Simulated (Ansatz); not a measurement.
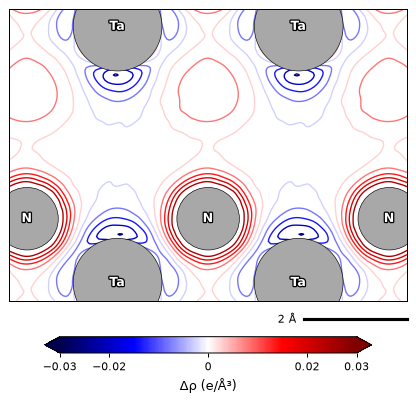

TaN. Difference of the valence pseudo-densities of two functionals at the same geometry, on the (101̄) plane of the calculation cell: one of LDA and r2SCAN less the other.

Both computed with Ansatz (plane waves, PAW), on the same k-point mesh. Grey discs cover the atomic cores.

```yaml
crystal:
  lattice:
    - [0.00000, 2.49114, 2.49114]
    - [2.49114, 0.00000, 2.49114]
    - [2.49114, 2.49114, 0.00000]
  atoms:
    - { symbol: Ta, position: [0.00000, 0.00000, 0.00000] }
    - { symbol: N, position: [0.25000, 0.25000, 0.25000] }
```

### Which was subtracted from which, and what does the map show?

It is r2SCAN less LDA. Against LDA, r2SCAN gives less density around Ta (−0.010 e/Å³ on average at 1.2 Å from the nucleus), more density around N (+0.021 e/Å³ on average at 0.8 Å from the nucleus), more density in the space between the atoms (+0.003 e/Å³ on average) and a change of −0.006 e/Å³ at the midpoint of Ta–N.
